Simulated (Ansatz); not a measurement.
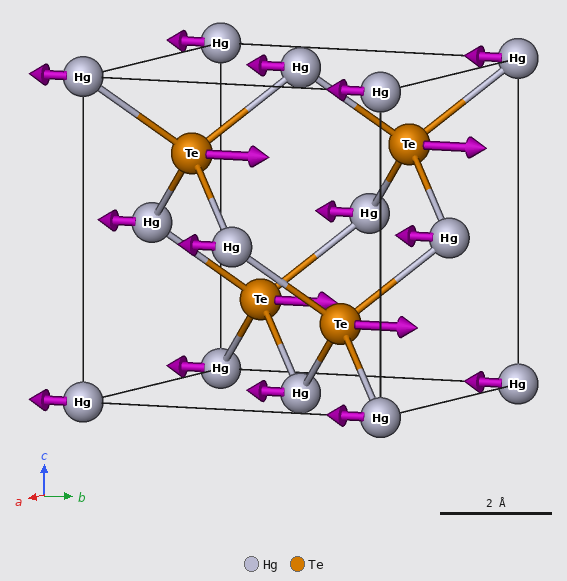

The lowest optical mode of crystalline HgTe relaxed at 25 GPa, space group F-43m (No. 216), at the zone centre. The purple arrows give the relative displacements of the atoms. The picture is a ball-and-stick view of the conventional cell (4 times the calculation's cell), seen from a free direction. Lengths and directions refer to the drawn axes.

The calculation used DFT PBEsol, scalar-relativistic, plane waves, PAW in Ansatz 0.2.0. Settings: plane-wave cutoff 420 eV; k-point mesh 12 × 12 × 12; occupations fermi dirac; smearing width 0.15 eV; target pressure 25 GPa; no spin polarisation.

The frequencies depend somewhat on the k-mesh and the smearing.

> Is the structure stable against all modes at this point?

Yes: this softest mode has a real frequency, and so have all others here. That speaks for this wave vector alone: the rest of the zone wasn't checked in this run. This is the T₂ mode (triply degenerate; one member of the set is drawn) at 192 cm⁻¹, the only optical level, infrared- and Raman-active by symmetry. The Te sublattice moves against the Hg sublattice, along b; the kinetic energy is shared as Te 61 %, Hg 39 %. The crystal is a metal, so free carriers screen the infrared response.
